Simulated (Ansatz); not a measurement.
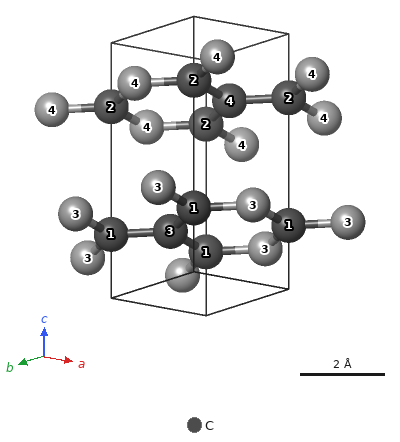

*The input geometry (ball-and-stick view of the cell of the calculation, seen at an oblique angle; neighbours outside the cell are drawn fainter; atoms are numbered from 1 in the order of the input).*

Near neighbours in the crystal (not all of them lie inside the picture): C has 3 C at 1.42 Å.

# Single-point calculation, with input and output: C

- system: C (P6₃/mmc, 4 atoms in the cell)
- method: DFT PBE+D3(BJ), scalar-relativistic, plane waves, PAW, no spin polarisation (Ansatz 0.2.0)

Figures and captions count atoms from 1; the log counts them from 0 in places.

### Log
```
Engine: ansatz 0.2.0, x86_64-unknown-linux-gnu
Pseudopotentials: kind: paw
Pseudopotential: C, paw, valence charge 4, recommended cutoff 420 eV (normal), C.paw.azcp
Functional definition: PBE
  parameter kappa = 0.804
  parameter beta = 0.06672455060314922
  exchange = pbe_x(kappa = kappa, mu = beta*pi^2/3)
  correlation = pbe_c(beta = beta)
Crystal: 4 atoms, lattice volume = 35.548 Å³
Basis set: ecut = 420 eV, 665 PW (Γ), exchange–correlation on 36×36×96 points (8 copies of the dense FFT grid, shifted against one another)
Bands: 12, of which v1, the nominal top of the filled ones, is band 8 counted from 1 (7 counted from 0)
Symmetry: 24 space group operations
Space group: P63/mmc (ITA 194), of the structure as read, at distance tolerance 3.3e-5 Å
k-points: 36 of 324
Non-local potential: C, projectors of the file, l = 0: 2, l = 1: 2, l = 2: 1
PAW form: soft (Blöchl's): semilocal exchange-correlation on the pseudo side does not see the compensation charge
PAW one-centre angular grid: C, 110 points (default); XC on 64 Gauss nodes
Initial density: superposition of atomic densities (neutral atoms: chi_scale 0, normalization atom), corrected by the library's trained network
Initial wavefunctions: pseudopotential atomic-orbital guess
Functional: x = pbe(κ = 0.804, μ = 0.2195149727645171), c = pbe(β = 0.06672455060314922)
SCF iter   1: F=—  HF=-1004.321742 eV  |F-HF|=—  |Δ(HF+E_count)|=         —  Δρ=2.60e-3  dr2=2.00e-3  ethr=1.77e-3  ⟨swp⟩=5.5  Hψ=2365  notcnv=0
preconditioner: auto → none  [metal: Δε(μ)=0.004 eV  Ē_g=15.727 eV  σ=0.100 eV  W_gap=0.02  n_scr=4 (ndim 8)  ℏωp=24.9 eV  f_vac=0.004  D(μ)=0.69/eV (n_scr^D=4)  sad-step TF]
SCF iter   2: F=—  HF=-1004.322234 eV  |F-HF|=—  |Δ(HF+E_count)|=   4.92e-4  Δρ=1.56e-3  dr2=8.67e-4  ethr=1.25e-5  ⟨swp⟩=1.8  Hψ=890  notcnv=0
SCF iter   3: F=—  HF=-1004.322215 eV  |F-HF|=—  |Δ(HF+E_count)|=   1.86e-5  Δρ=2.51e-4  dr2=8.80e-6  ethr=5.42e-6  ⟨swp⟩=2.2  Hψ=729  notcnv=0
SCF iter   4: F=—  HF=-1004.322248 eV  |F-HF|=—  |Δ(HF+E_count)|=   3.30e-5  Δρ=4.37e-5  dr2=5.64e-7  ethr=5.50e-8  ⟨swp⟩=2.2  Hψ=685  notcnv=0
iter 5 did not close the SCF: its close was put off for the readings that it lacked (scf_convergence_deferred on its scf_iter line)
SCF iter   5: F=-1004.322248 eV  HF=-1004.322248 eV  |F-HF|=7.51e-10  |Δ(HF+E_count)|=   1.31e-7  Δρ=9.36e-6  dr2=1.21e-8  ethr=3.52e-9  ⟨swp⟩=2.4  Hψ=726  notcnv=0
SCF iter   6: F=-1004.322248 eV  HF=-1004.322248 eV  |F-HF|=2.95e-10  |Δ(HF+E_count)|=   1.18e-9  Δρ=1.37e-6  dr2=2.22e-10  ethr=7.59e-11  ⟨swp⟩=2.1  Hψ=1554  notcnv=0
SCF 1 converged in 6 iterations: F = -1004.322248 eV  dr2 = 2.22e-10
  greatest PAW one-centre occupation: 0.673 electrons in one spin orbital (limit 2), on the C atom at site 1 (counted from 0), in its partial waves of l = 0
```

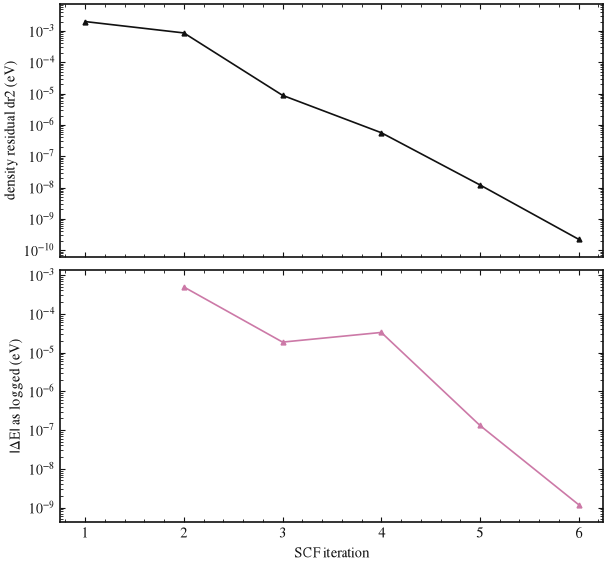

*Convergence of the self-consistent field: density residual dr2 and size of the energy change against the SCF iteration.*

The residual falls at every step.

```
SCF converged after 6 iterations
Free energy (F): -1004.322248 eV
Harris-Foulkes:  -1004.322248 eV  (|F-HF|=2.95e-10)
Internal energy: -1004.318799 eV  (E = F + TS)
E sigma→0 (E₀):  -1004.320524 eV
Entropy (-TS):   -0.003449 eV (-0.862 meV/atom)
Fermi energy:    6.900879 eV
--- Per-component energies (eV) ---
  E_band       = -35.437267
  E_kinetic    = 363.637147
  E_local      = -616.883359  (includes V_loc(G=0)·N_el)
  E_nonlocal   = 109.188140
  E_hartree    = 186.796904
  E_xc         = -192.030699
  E_vxc        = -237.770472  (∫ρ·V_xc dr)
  E_paw        = -397.366598  (= ΣΔE_a)
  E_vpaw       = -27.202429  (= ΣTr[D̂ρ^β])
  E_aug_tail   = 0.000031  (compensation charges beyond the density's cutoff)
  E_ewald      = -457.039406
  E_disp       = -0.620958  (pairwise vdW)
  E_smearing   = -0.003449  (= −TS)
  E_closure    = -0.000000  (closes the sum)
  Σ components = -1004.322248   (vs F -1004.322248, Δ=0.00e0)
--- Forces (eV/Å), atoms counted from 1 ---
  atom   1  C      0.00000000    -0.00000000     0.00000000
  atom   2  C      0.00000000     0.00000000     0.00000000
  atom   3  C      0.00000000     0.00000000     0.00000000
  atom   4  C      0.00000000    -0.00000000     0.00000000
  max |Σ_I F_I| component: 4.44e-16 eV/Å
--- Stress (GPa, compression-positive) ---
       -0.376281      -0.000000       0.000000
        0.000000      -0.376281       0.000000
        0.000000       0.000000      -0.236344
  P = ⅓ Tr σ = -0.3296 GPa (-3.296 kbar)
--- Band table (eV; the first three rows and the last of 36) ---
  k-point 0: bands = ["-12.7315", "-12.4446", "-1.5784", "0.3302", "3.8843", "3.8843", "3.9011", "3.9011", "11.1500", "15.2396", "15.2396", "15.2871"]
  k-point 1: bands = ["-12.6917", "-12.4890", "-1.3393", "-0.0041", "3.8869", "3.8869", "3.8986", "3.8986", "11.8791", "15.2467", "15.2467", "15.2801"]
  k-point 2: bands = ["-12.5926", "-12.5926", "-0.7166", "-0.7166", "3.8924", "3.8924", "3.8924", "3.8924", "13.7399", "13.7399", "15.2621", "15.2621"]
  k-point 35: bands = ["-5.6729", "-5.6729", "-5.6672", "-5.6672", "-3.6332", "-3.6332", "6.8991", "6.8991", "6.9167", "6.9167", "17.0807", "17.0807"]
```

The run was set up as follows.

### The input
```yaml
crystal:
  lattice:
    - [2.466, 0.0, 0.0]
    - [-1.233, 2.1356186457, 0.0]
    - [0.0, 0.0, 6.75]
  atoms:
    - { symbol: C, position: [0.0, 0.0, 0.25] }
    - { symbol: C, position: [0.0, 0.0, 0.75] }
    - { symbol: C, position: [0.3333333333, 0.6666666667, 0.25] }
    - { symbol: C, position: [0.6666666667, 0.3333333333, 0.75] }
basis:
  ecutwfc: 420
kpoints:
  mp_grid: { grid: [9, 9, 4] }
hamiltonian:
  xc: pbe
  dispersion: d3bj
scf:
  occupations: { method: gaussian, width: 0.1 }
output:
  forces: true
  stress: true
  eigenvalues: true
```

Command:
```bash
ansatz run input.yaml --threads 1 --pin off --max-ram 3072MiB --backend cpu --events-out ev --progress --plain --runs-dir out
```

### Results in brief

```csv
quantity,value
outcome,converged
space group (tolerance 0.01 Å),P6₃/mmc (194)
electrons treated,16
free energy,−1004.3222 eV
Fermi energy,6.901 eV
gap on the k-point mesh,none (metallic)
pressure,−0.33 GPa
largest force (length of the vector),under 0.001 eV/Å
hardware,"1 thread of Intel Xeon @ 2.30GHz, 94 GiB of memory available, shared host"
wall time,1.7 s
peak memory,0.34 GiB
```
